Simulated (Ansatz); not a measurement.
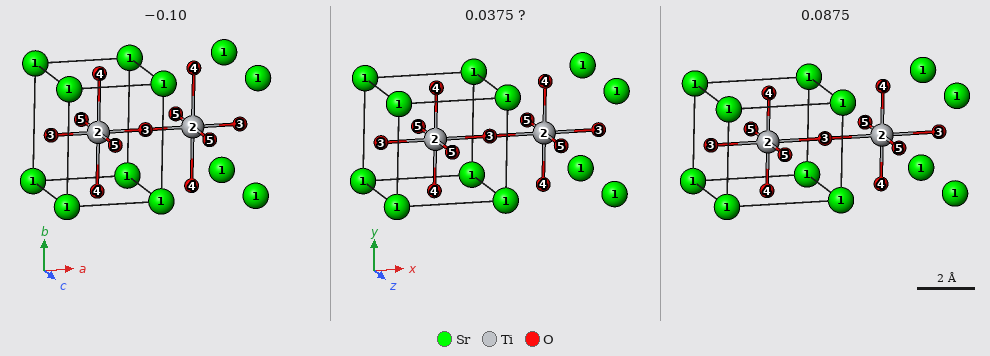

A scan of a crystal of SrTiO$_{3}$ (Pm-3m): the cell is strained along x and oppositely along y, with the atoms kept at their fractional coordinates. x, y and z are the Cartesian axes of the input. A ball-and-stick model of the cell of the calculation, repeated 2 × 1 × 1 with one cell outlined, seen along the c axis, with a slight tilt.

All numbers below come from Ansatz, DFT PBE, scalar-relativistic, plane waves, PAW. Set-up: plane-wave cutoff 420 eV; k-point mesh 8 × 8 × 8; occupations gaussian; smearing width 0.05 eV; no spin polarisation. Energies (free energies at the smearing named) are counted from the relaxed crystal.

| strain | E − E(ref) (meV/atom) |
| --- | --- |
| −0.1000 | 188.4 |
| −0.0500 | 42.5 |
| 0.0000 | 0.0 |
| 0.0125 | 2.6 |
| 0.0250 | 10.3 |
| 0.0375 | ? |
| 0.0625 | 67.8 |
| 0.0750 | 99.9 |
| 0.0875 | 139.9 |

Fill in the missing row.

Answer. A straight line between the two neighbours gives 29.5 meV/atom. A cubic through the four nearest rows (0.0125, 0.0250, 0.0625, 0.0750) gives, with Lagrange weights, (−0.3000)(2.6) + (1.0000)(10.3) + (0.5000)(67.8) + (−0.2000)(99.9) = 23.4 meV/atom. The calculation gives 23.5 meV/atom, so the cubic is 0.1 meV/atom too low and the straight line 6.0 meV/atom too high, as the curve bends upwards here.

The whole profile:

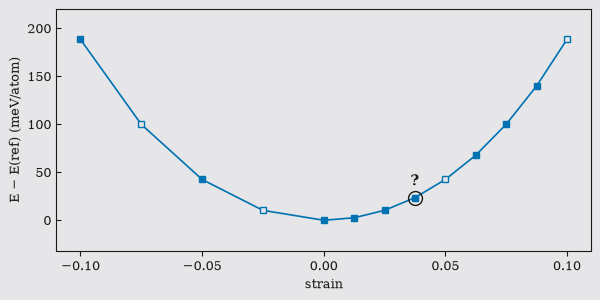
